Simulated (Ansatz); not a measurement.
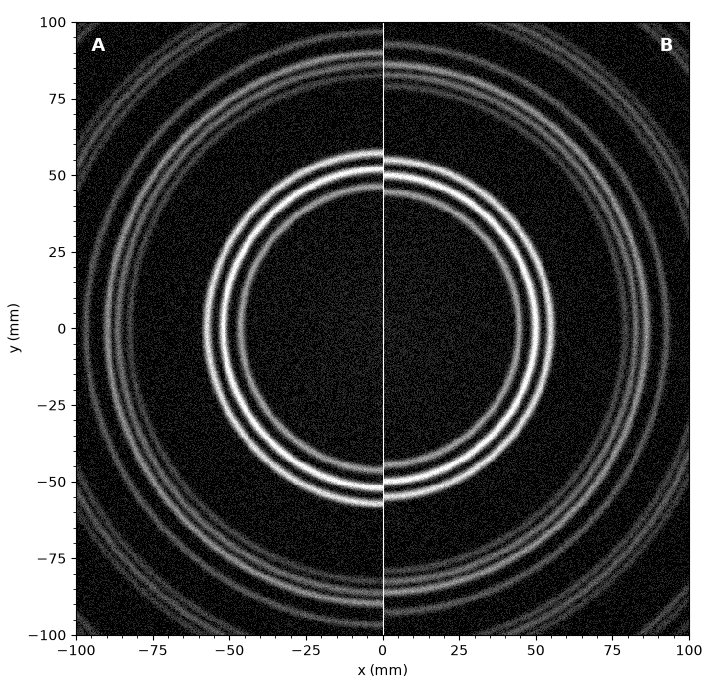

Simulated X-ray powder rings on a flat area detector normal to the beam: λ = 0.4133 Å, sample-to-detector distance 240 mm, axes in mm from the beam centre, for a fine-grained powder without texture. Kinematic intensities with B = 1.0 Å² for all atoms, without absorption; brightness goes as intensity to the power 0.5, clipped at the top, with counting noise. Reflections closer than the ring width show as one ring. The left and right halves show two different samples, each scaled to its strongest ring.

Both are Ni in Pm-3n, with cells of different size. Origins: A, the input geometry of an electronic-structure calculation (not necessarily at equilibrium); the starting structure was generated, so it need not be a known form of this composition; B, the geometry relaxed with DFT, RPBE, plane waves (420 eV) with PAW, scalar-relativistic in Ansatz; the starting structure was generated, so it need not be a known form of this composition.

Which half has the larger cell, and by how much?

Answer. Half B: the volume of B is 12.2 % larger than that of A, and a larger cell draws the rings inwards on average.
A: a = 4.341 Å, b = 4.341 Å, c = 4.341 Å, α = 90.00°, β = 90.00°, γ = 90.00°; 200 at 46.3 mm (d = 2.17 Å), 210 at 52.0 mm (d = 1.941 Å), 211 at 57.1 mm (d = 1.772 Å), 222 at 82.6 mm (d = 1.253 Å).
B: a = 4.511 Å, b = 4.511 Å, c = 4.511 Å, α = 90.00°, β = 90.00°, γ = 90.00°; 200 at 44.5 mm (d = 2.26 Å), 210 at 50.0 mm (d = 2.02 Å), 211 at 54.9 mm (d = 1.842 Å), 222 at 79.2 mm (d = 1.302 Å).
